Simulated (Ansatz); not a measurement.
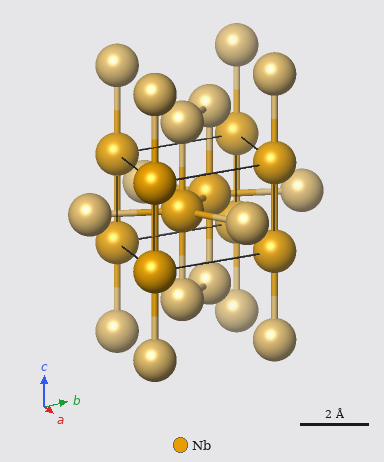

Ball-and-stick representation of a periodic structure, projected slightly off an axis. The conventional unit cell is outlined; an atom on or near a face, edge or corner is repeated at each equivalent position. Periodic images bonded to atoms of the box are shown as well, in fainter colours.

> How many atoms does the cell contain?

3 (niobium), counting shared atoms by their share.

> Identify the Bravais lattice.

Primitive hexagonal.

> Identify the space group.

P6/mmm (No. 191), with Nb on 1a and Nb on 2d.

Source of the structure: a textbook structure type filled with this element (whether it is the usual form wasn't checked). This is the structure after a relaxation with DFT PBE, scalar-relativistic, plane waves, PAW in Ansatz 0.2.0.
